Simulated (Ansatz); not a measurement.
## Single-point calculation of TaN (part 1 of 2)

The run: single-point calculation of TaN (slab, 20 atoms in the cell). Method and program: DFT PBEsol, scalar-relativistic, plane waves, PAW, no spin polarisation (Ansatz 0.2.0).

The structure derives from an entry of the Crystallography Open Database. It belongs to a series of runs on one base structure; here: vacuum: 10. Figures and captions count atoms from 1; the log counts them from 0 in places.

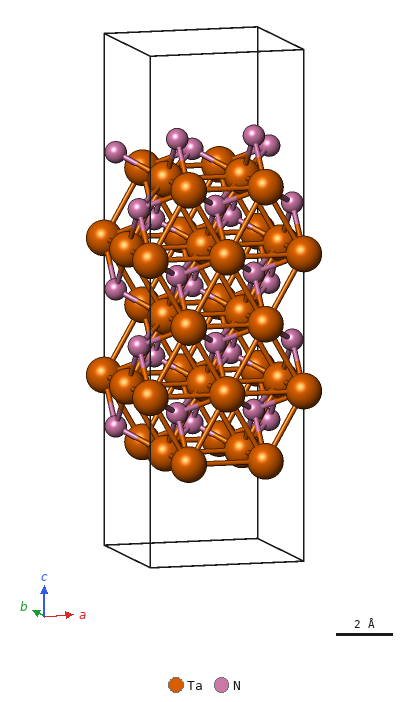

*The input geometry (ball-and-stick view of the 2 × 1 repeat of the cell, with the vacuum cut short, seen slightly off an axis).*

Input file
```yaml
crystal:
  lattice:
    - [2.8894657411, 0.0, 0.0]
    - [0.0, 5.8607958163, 0.0]
    - [0.0, 0.0, 21.6776367642]
  atoms:
    - { symbol: Ta, position: [0.5, 0.0, 0.2306524486] }
    - { symbol: Ta, position: [0.5, 0.5, 0.2306524486] }
    - { symbol: "N", position: [0.0, 0.75, 0.2691306702] }
    - { symbol: "N", position: [0.5, 0.25, 0.3076088919] }
    - { symbol: Ta, position: [0.0, 0.0, 0.3460871135] }
    - { symbol: Ta, position: [0.0, 0.5, 0.3460871135] }
    - { symbol: "N", position: [0.5, 0.75, 0.3845653351] }
    - { symbol: "N", position: [0.0, 0.25, 0.4230435567] }
    - { symbol: Ta, position: [0.5, 0.0, 0.4615217784] }
    - { symbol: Ta, position: [0.5, 0.5, 0.4615217784] }
    - { symbol: "N", position: [0.0, 0.75, 0.5] }
    - { symbol: "N", position: [0.5, 0.25, 0.5384782216] }
    - { symbol: Ta, position: [0.0, 0.0, 0.5769564433] }
    - { symbol: Ta, position: [0.0, 0.5, 0.5769564433] }
    - { symbol: "N", position: [0.5, 0.75, 0.6154346649] }
    - { symbol: "N", position: [0.0, 0.25, 0.6539128865] }
    - { symbol: Ta, position: [0.5, 0.0, 0.6923911081] }
    - { symbol: Ta, position: [0.5, 0.5, 0.6923911081] }
    - { symbol: "N", position: [0.0, 0.75, 0.7308693298] }
    - { symbol: "N", position: [0.5, 0.25, 0.7693475514] }
basis:
  ecutwfc: 420
kpoints:
  mp_grid: { grid: [12, 6, 1] }
hamiltonian:
  xc: pbesol
scf:
  occupations: { method: gaussian, width: 0.1 }
output:
  forces: true
  stress: true
  eigenvalues: true
  write_density: true
  write_potential: true
  elf: true
  volumetric_format: npy
efield:
  axis: 3
  dipole_correction: true
  ramp_width: 0.04
```

Hardware: 2 threads of Intel Xeon (Granite Rapids), 32 GiB of memory available, shared host.

Launch command:
```bash
ansatz run input.yaml --threads 2 --pin off --max-ram 5120MiB --backend cpu --events-out ev --progress --plain --runs-dir out
```

Log
```
Engine: ansatz 0.2.0, x86_64-unknown-linux-gnu
Pseudopotentials: kind: paw
Pseudopotential: Ta, paw, valence charge 13, recommended cutoff 420 eV (normal), Ta.paw.azcp
Pseudopotential: N, paw, valence charge 5, recommended cutoff 420 eV (normal), N.paw.azcp
Functional definition: PBEsol
  exchange = pbesol_x
  correlation = pbesol_c
Crystal: 20 atoms, lattice volume = 367.101 Å³
Basis set: ecut = 420 eV, 7163 PW (Γ), exchange–correlation on 40×80×300 points (8 copies of the dense FFT grid, shifted against one another)
Bands: 110, of which v1, the nominal top of the filled ones, is band 90 counted from 1 (89 counted from 0)
Symmetry: 4 space group operations
Space group: Pmm2 (ITA 25), of the structure as read, at distance tolerance 7.2e-5 Å
k-points: 28 of 72
Non-local potential: Ta, projectors of the file, l = 0: 3, l = 1: 2, l = 2: 2, l = 3: 1
Non-local potential: N, projectors of the file, l = 0: 2, l = 1: 2, l = 2: 1
PAW form: soft (Blöchl's): semilocal exchange-correlation on the pseudo side does not see the compensation charge
PAW frozen core: Ta, regenerated for the run's functional, and the local potential with it (the file was generated under x = pbe(κ = 0.804, μ = 0.2195149727645171), c = pbe(β = 0.06672455060314922))
PAW frozen core: N, regenerated for the run's functional, and the local potential with it (the file was generated under x = pbe(κ = 0.804, μ = 0.2195149727645171), c = pbe(β = 0.06672455060314922))
PAW one-centre angular grid: Ta, 590 points (default); XC on 64 Gauss nodes
PAW one-centre angular grid: N, 110 points (default); XC on 64 Gauss nodes
Initial density: superposition of atomic densities (neutral atoms: chi_scale 0, normalization atom), corrected by the library's trained network
Initial wavefunctions: pseudopotential atomic-orbital guess
Functional: x = pbesol(κ = 0.804, μ = 0.12345679012345678), c = pbesol(β = 0.046)
SCF iter   1: F=—  HF=-101862.690607 eV  |F-HF|=—  |Δ(HF+E_count)|=         —  Δρ=2.24e-2  dr2=5.70e1  ethr=1.77e-3  p=-0.137 e·Å  D=-6.77e-2 V/Å  ΔV_dip=1.47 eV  dr2_dipole=5.28e1  V_vac-E_F(+/−)=7.21/5.73 eV  ⟨swp⟩=8.5  Hψ=15001  notcnv=0  defer=19
efield: sawtooth ramp at fractional position 0.9800 (placed from the atoms, in the widest stretch of the axis that holds none; the zero of the levels goes with the place), width 0.0400; the density the first Hamiltonian is built on has a dipole p = -0.137 e·Å; the dipole correction subtracts the counter field D = -6.77e-2 V/Å, which shifts the + side's vacuum level by +1.47 eV against the − side's; the planar-averaged density in the ramp window peaks in size at 6.0e-4 e/Å³
preconditioner: auto → LDOS  [metal: Δε(μ)=0.006 eV  Ē_g=8.604 eV  σ=0.100 eV  W_gap=0.03  n_scr=74 (ndim 8)  ℏωp=19.4 eV  f_vac=0.341  D(μ)=10.16/eV (n_scr^D=56)  β→1.0]
SCF iter   2: F=—  HF=-101861.804635 eV  |F-HF|=—  |Δ(HF+E_count)|=   8.86e-1  Δρ=1.49e-2  dr2=1.04e0  ethr=1.77e-3  p=-0.233 e·Å  D=-1.15e-1 V/Å  ΔV_dip=2.49 eV  dr2_dipole=3.27e-2  V_vac-E_F(+/−)=7.69/5.19 eV  ⟨swp⟩=2.8  Hψ=5126  notcnv=0  defer=309
SCF iter   3: F=—  HF=-101861.692653 eV  |F-HF|=—  |Δ(HF+E_count)|=   1.12e-1  Δρ=9.53e-3  dr2=5.10e-1  ethr=5.77e-4  p=-0.256 e·Å  D=-1.26e-1 V/Å  ΔV_dip=2.73 eV  dr2_dipole=3.13e-2  V_vac-E_F(+/−)=7.81/5.07 eV  ⟨swp⟩=3.0  Hψ=5626  notcnv=0  defer=306
SCF iter   4: F=—  HF=-101861.623340 eV  |F-HF|=—  |Δ(HF+E_count)|=   6.93e-2  Δρ=1.22e-3  dr2=1.80e-2  ethr=2.83e-4  p=-0.255 e·Å  D=-1.25e-1 V/Å  ΔV_dip=2.72 eV  dr2_dipole=8.39e-4  V_vac-E_F(+/−)=7.77/5.05 eV  ⟨swp⟩=2.1  Hψ=4956  notcnv=0  defer=299
SCF iter   5: F=—  HF=-101861.623902 eV  |F-HF|=—  |Δ(HF+E_count)|=   5.61e-4  Δρ=5.33e-4  dr2=3.12e-3  ethr=1.00e-5  p=-0.258 e·Å  D=-1.27e-1 V/Å  ΔV_dip=2.76 eV  dr2_dipole=7.60e-4  V_vac-E_F(+/−)=7.78/5.02 eV  ⟨swp⟩=2.1  Hψ=4291  notcnv=0  defer=299
SCF iter   6: F=—  HF=-101861.623840 eV  |F-HF|=—  |Δ(HF+E_count)|=   6.18e-5  Δρ=1.53e-4  dr2=1.64e-4  ethr=1.73e-6  p=-0.260 e·Å  D=-1.28e-1 V/Å  ΔV_dip=2.78 eV  dr2_dipole=4.07e-5  V_vac-E_F(+/−)=7.78/5.00 eV  ⟨swp⟩=2.1  Hψ=3960  notcnv=0  defer=299
SCF iter   7: F=—  HF=-101861.623923 eV  |F-HF|=—  |Δ(HF+E_count)|=   8.36e-5  Δρ=5.08e-5  dr2=1.76e-5  ethr=9.11e-8  p=-0.261 e·Å  D=-1.29e-1 V/Å  ΔV_dip=2.79 eV  dr2_dipole=1.35e-6  V_vac-E_F(+/−)=7.78/4.99 eV  ⟨swp⟩=2.5  Hψ=4951  notcnv=0  defer=299
SCF iter   8: F=—  HF=-101861.623869 eV  |F-HF|=—  |Δ(HF+E_count)|=   5.46e-5  Δρ=1.78e-5  dr2=1.35e-6  ethr=9.75e-9  p=-0.261 e·Å  D=-1.29e-1 V/Å  ΔV_dip=2.79 eV  dr2_dipole=2.25e-7  V_vac-E_F(+/−)=7.78/4.99 eV  ⟨swp⟩=3.1  Hψ=5643  notcnv=0  defer=299
SCF iter   9: F=—  HF=-101861.623869 eV  |F-HF|=—  |Δ(HF+E_count)|=   2.79e-7  Δρ=5.16e-6  dr2=2.32e-7  ethr=7.52e-10  p=-0.261 e·Å  D=-1.29e-1 V/Å  ΔV_dip=2.79 eV  dr2_dipole=5.58e-8  V_vac-E_F(+/−)=7.78/4.99 eV  ⟨swp⟩=2.5  Hψ=4749  notcnv=0  defer=299
SCF iter  10: F=-101861.623869 eV  HF=-101861.623869 eV  |F-HF|=5.08e-8  |Δ(HF+E_count)|=   3.84e-8  Δρ=1.91e-6  dr2=5.13e-8  ethr=5.56e-11  p=-0.261 e·Å  D=-1.29e-1 V/Å  ΔV_dip=2.79 eV  dr2_dipole=1.52e-8  V_vac-E_F(+/−)=7.78/4.99 eV  ⟨swp⟩=28.9  Hψ=31379  notcnv=0
WARN: efield: at this solve's end the planar-averaged density reaches 3.88e-4 e/Å³ inside the ramp window [0.9339, 0.0661] (bound 1e-5 e/Å³); the window's nearer edge stands 3.57 Å from this solve's nearest atom along the axis. Its work functions, free energy, forces, stress, dipole, levels and responses can be off, and this figure does not tell by how much. The cell may have no vacuum along `efield.axis`. A short vacuum, a low `basis.ecutwfc` or `basis.ecutrho_ratio` and negative occupations (`scf.occupations.method`) can put density there. See the manual's quickstart, § The vacuum guard
SCF 1 converged in 10 iterations: F = -101861.623869 eV  dr2 = 5.13e-8
  greatest PAW one-centre occupation: 1.000 electrons in one spin orbital (limit 2), on the Ta atom at site 13 (counted from 0), in its partial waves of l = 0
```

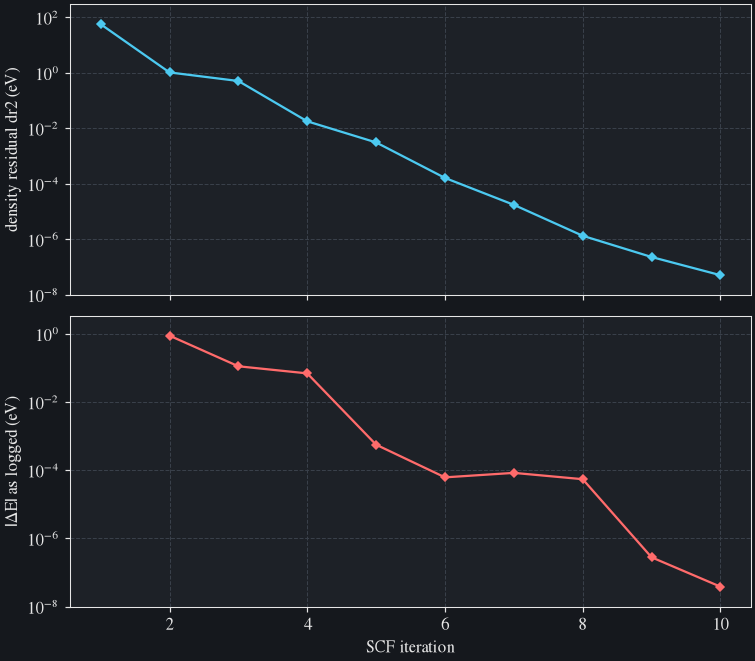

*Convergence of the self-consistent field: density residual dr2 and size of the energy change against the SCF iteration.*

The residual falls at every step.

```
WARN: The output density's exchange-correlation potential varies sharply where the density is thin. Do not read a vacuum level from v_tot or v_xc, or from such a field of the output density. On a cell that repeats whose density bears no net charge and no dipole along the vacuum's axis use v_es (v_loc + v_h of the components); under efield.dipole_correction with no amplitude use v_es + v_field, which holds any external_charges[].barrier, or the levels of the report's work_function block, which leave it out; under a non-zero efield.amplitude the vacuum is tilted and has no level; on a cell that repeats and bears such a dipole with no correction it is tilted too, and efield.dipole_correction with no amplitude gives each side of its ramp a level where efield: is served; in a cell that repeats whose density bears a net charge (total_charge, or a fill off its count) it is curved and has none; of a slab under crystal.periodic whose density bears no net charge use v_es, which has a level on each side, short of where the two are joined; of another it falls or rises all the way out and has none; of a slab beside external_charges read slab_vacuum_level instead, which it has where they leave it neutral. The grid or the basis barely resolves most such structure, and the values can differ between equally converged runs; as a rule a tighter scf.convergence.dr2_threshold does not remove it. Where the density itself ripples (under the LDA too) a higher basis.ecutwfc lessens it. The files hold the spikes' plane waves up to the density's cutoff. Files: v_tot_of_output_density and the like, and their columns of v_z.tsv (output.write_potential); v_xc_of_output_density and the like, and their columns of v_comp_z.tsv (output.write_potential_components). Measured: with its Gaussian average of σ = 0.25 Å subtracted twice, the exchange-correlation potential is over 0.1 eV at 929 of the grid points where the equally averaged density (valence and model cores) is under 1e-3 e/Å³, and 0.470 eV at the most among them, at an averaged density of 1.6e-6 e/Å³. The input density's (outcome.potential() and, of a run that writes arrays, v_tot and v_xc) is over 0.1 eV, so measured, at 755 points of its own thin density, 0.545 eV at the most. See output.write_potential in the manual, Limitations
SCF converged after 10 iterations
Free energy (F): -101861.623869 eV
Harris-Foulkes:  -101861.623869 eV  (|F-HF|=5.08e-8)
Internal energy: -101861.570774 eV  (E = F + TS)
E sigma→0 (E₀):  -101861.597322 eV
Entropy (-TS):   -0.053095 eV (-2.655 meV/atom)
Fermi energy:    9.046080 eV
Dipole field:    D = -0.128547 V/Å  (p = -0.260787 e·Å, saw-weighted, corrected)
Work function:   Φ+ = 7.7836 eV   Φ− = 4.9927 eV (in doubt: plateau slope 4.0e-2 eV/Å)
Levels:          The Fermi level and band energies are counted from a zero that moves with the ramp; work functions are not
Vacuum region:   at the solve's end the planar-averaged density reaches 3.88e-4 e/Å³ inside the ramp window [0.9339, 0.0661] (bound 1e-5 e/Å³)
--- Per-component energies (eV) ---
  E_band       = -2451.691621
  E_kinetic    = 4966.766918
  E_local      = -117888.487610  (includes V_loc(G=0)·N_el)
  E_nonlocal   = 629.593901
  E_hartree    = 56998.388338
  E_xc         = -2766.760364
  E_vxc        = -2800.395073  (∫ρ·V_xc dr)
  E_paw        = -83950.113051  (= ΣΔE_a)
  E_vpaw       = -1344.726808  (= ΣTr[D̂ρ^β])
  E_aug_tail   = 0.001951  (compensation charges beyond the density's cutoff)
  E_efield     = 0.016762  (sawtooth field / dipole correction)
  E_vefield    = -11.224925  (∫n·V_field dr)
  E_ewald      = 40146.604928
  E_core_change = 2.417453  (= ΣΔE_core)
  E_smearing   = -0.053095  (= −TS)
  E_closure    = 0.000000  (closes the sum)
  Σ components = -101861.623869   (vs F -101861.623869, Δ=0.00e0)
--- Forces (eV/Å), atoms counted from 1 ---
  atom   1  Ta     0.00000000     0.65293918     0.71329101
  atom   2  Ta     0.00000000    -0.65293918     0.71329101
  atom   3  N      0.00000000     0.00000000     0.22097457
  atom   4  N      0.00000000     0.00000000    -0.64375665
  atom   5  Ta     0.00000000    -0.09768079    -0.99610817
  atom   6  Ta     0.00000000     0.09768079    -0.99610817
  atom   7  N      0.00000000     0.00000000     0.28761737
  atom   8  N      0.00000000     0.00000000     0.06915700
  atom   9  Ta     0.00000000     0.01223863     0.34729389
  atom  10  Ta     0.00000000    -0.01223863     0.34729389
  atom  11  N      0.00000000     0.00000000    -0.19965334
  atom  12  N      0.00000000     0.00000000    -0.06151809
  atom  13  Ta     0.00000000     0.01004544    -0.24528744
  atom  14  Ta     0.00000000    -0.01004544    -0.24528744
  atom  15  N      0.00000000     0.00000000    -0.67089725
  atom  16  N      0.00000000     0.00000000    -1.42956527
  atom  17  Ta     0.00000000    -0.34225825     5.04739280
  atom  18  Ta     0.00000000     0.34225825     5.04739280
  atom  19  N      0.00000000     0.00000000    -3.42339813
  atom  20  N      0.00000000     0.00000000    -3.88148185
  max |Σ_I F_I| component: 6.43e-4 eV/Å
--- Stress (GPa, compression-positive) ---
       -3.489951       0.000000       0.000000
        0.000000      -7.047664       0.000000
        0.000000       0.000000      -2.848169
  P = ⅓ Tr σ = -4.4619 GPa (-44.619 kbar)
```
